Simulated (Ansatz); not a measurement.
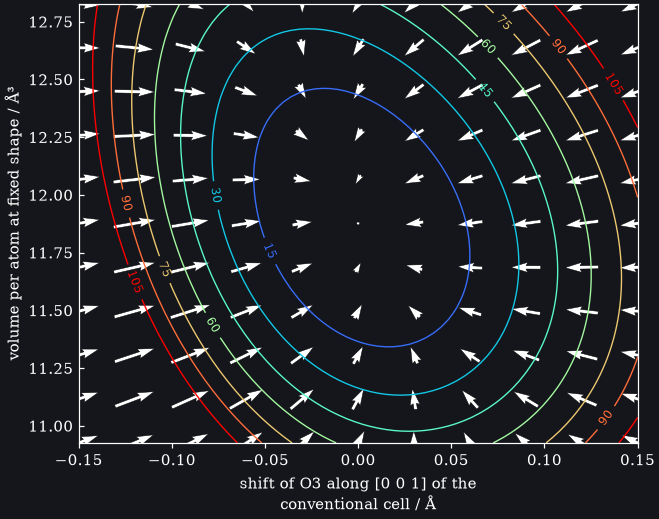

Energy landscape of TiO₂ (I4_1/amd, No. 141; 6 atoms in the cell). 
- The energy is mapped over a free internal coordinate and the cell.
- Coordinates scanned: (1) shift of O3 along [0 0 1] of the conventional cell, Cartesian (0.0075 0 1), its symmetry partners moved as symmetry demands (measured in the relaxed cell); (2) volume per atom at fixed shape.
- Nothing is relaxed (all other coordinates fixed).
- Grid: 11 × 11 points.
- Points are written as (first, second).
- Energies are in meV/atom, from the lowest grid point.
- All numbers below come from Ansatz, DFT PBE+U, scalar-relativistic, plane waves, PAW. Settings: cutoff 520 eV, k-mesh 6×6×6, gaussian smearing 0.05 eV, U_eff Ti 4 eV, no spin polarisation.

The picture shows contour lines labelled in meV/atom (none above 105), arrows along the force (downhill), their lengths compressed. Between grid points the surface is interpolated. 

What does the map say about the system?

Answer. The lowest grid point is at (0.00 Å, 11.876 Å³). No other kind of well shows on this grid. The highest grid point, (−0.15 Å, 10.926 Å³), lies 280 meV/atom above the lowest. Round the minimum the valley is somewhat tilted: raising the first coordinate shifts the best value of volume per atom at fixed shape downwards (coupling k₁₂/√(k₁₁k₂₂) about 0.3). The gap on the k-mesh is 2.7 eV at the lowest point and runs from 1.8 to 3.0 eV over the map.

Grid values (meV/atom):

| second ↓, first → | −0.15 | −0.12 | −0.09 | −0.06 | −0.03 | 0.00 | 0.03 | 0.06 | 0.09 | 0.12 | 0.15 |
| --- | --- | --- | --- | --- | --- | --- | --- | --- | --- | --- | --- |
| 12.827 | 119 | 81 | 56 | 42 | 38 | 42 | 53 | 70 | 92 | 119 | 149 |
| 12.637 | 117 | 76 | 48 | 31 | 25 | 27 | 37 | 53 | 75 | 101 | 131 |
| 12.447 | 118 | 73 | 42 | 23 | 15 | 16 | 24 | 39 | 60 | 86 | 116 |
| 12.257 | 122 | 74 | 40 | 19 | 8 | 7 | 14 | 28 | 49 | 74 | 103 |
| 12.066 | 131 | 78 | 41 | 17 | 5 | 2 | 8 | 21 | 40 | 64 | 93 |
| 11.876 | 143 | 87 | 46 | 20 | 5 | 0 | 4 | 16 | 34 | 58 | 87 |
| 11.686 | 160 | 100 | 56 | 26 | 9 | 2 | 5 | 15 | 32 | 56 | 84 |
| 11.496 | 182 | 117 | 70 | 37 | 17 | 8 | 9 | 18 | 35 | 57 | 84 |
| 11.306 | 209 | 140 | 88 | 52 | 30 | 19 | 18 | 26 | 41 | 63 | 90 |
| 11.116 | 241 | 168 | 112 | 73 | 48 | 34 | 32 | 38 | 52 | 73 | 99 |
| 10.926 | 280 | 202 | 142 | 99 | 71 | 55 | 51 | 55 | 68 | 88 | 114 |

Each point was launched as `ansatz run input.yaml --threads 4 --pin off --max-ram 8192MiB --backend cpu --events-out ev --progress --plain --runs-dir out`. The whole map (121 points run) took 17 min on 4 threads of Arm Neoverse N1, with other jobs on the host.

PAW datasets: the set soft_1.
